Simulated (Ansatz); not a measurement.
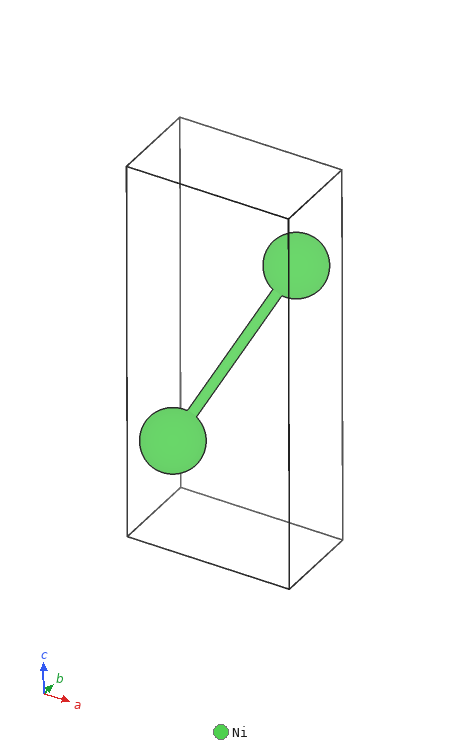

The crystal in a ball-and-stick representation, seen slightly off an axis. The conventional unit cell is drawn as a box. Cell: a = 2.12 Å, b = 2.67 Å, c = 3.98 Å, α = 90.59°, β = 98.46°, γ = 113.02°.

Provenance: a structure listed in the Materials Project. The cell was then strained or its atoms displaced on purpose. A calculation with Ansatz used it as input.

### Describe the crystal.

The element is nickel. The structure has P-1 (No. 2) symmetry and a primitive triclinic lattice. The cell holds two atoms. Around each Ni lie four Ni in a distorted square planar arrangement at about 2.1 to 2.3 Å. Not all metal-metal contacts are counted. The bonds build Ni layers parallel to (01-1).

The calculation used DFT PBE, scalar-relativistic, plane waves, PAW (Ansatz), with a basis cut at 420 eV, k-points about 0.23 Å⁻¹ apart, Gaussian smearing of 0.15 eV, collinear spins.

### Which atoms carry magnetic moments in this run, and how do they order?

The state reached is ferromagnetic. Sizes: Ni 0.5 μB; net moment 1.0 μB in the run's cell of 2 atoms.

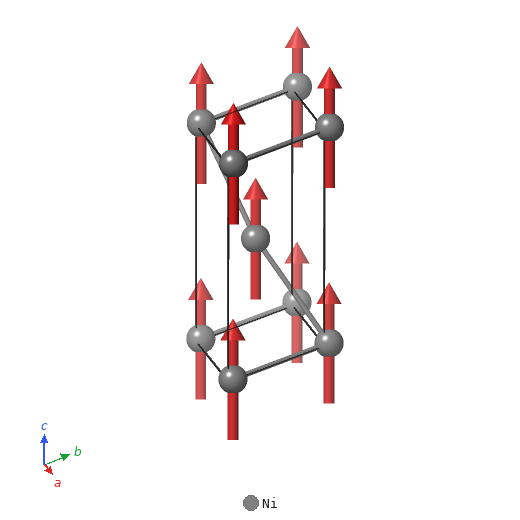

Site moments above 0.25 μB as arrows, small induced ones on non-metal atoms left out (red along the largest or up, blue against, purple across). The run's cell of 2 atoms is drawn, so axes and origin can differ from the first picture.

### What does the calculation say: metal or gapped?

A metal: bands cross the Fermi level.

### Is the structure relaxed at this level of theory?

No. The largest force is 0.42 eV/Å, on Ni. The pressure is 30.3 GPa, so the cell would expand. The stress isn't hydrostatic: its largest component is 46.4 GPa.

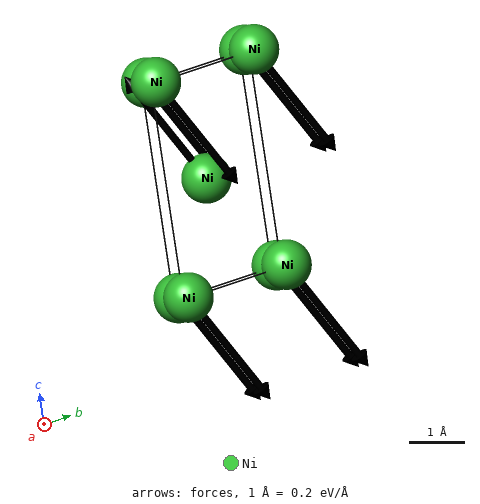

The forces as arrows. The run's cell of 2 atoms is drawn, so axes and origin can differ from the first picture.
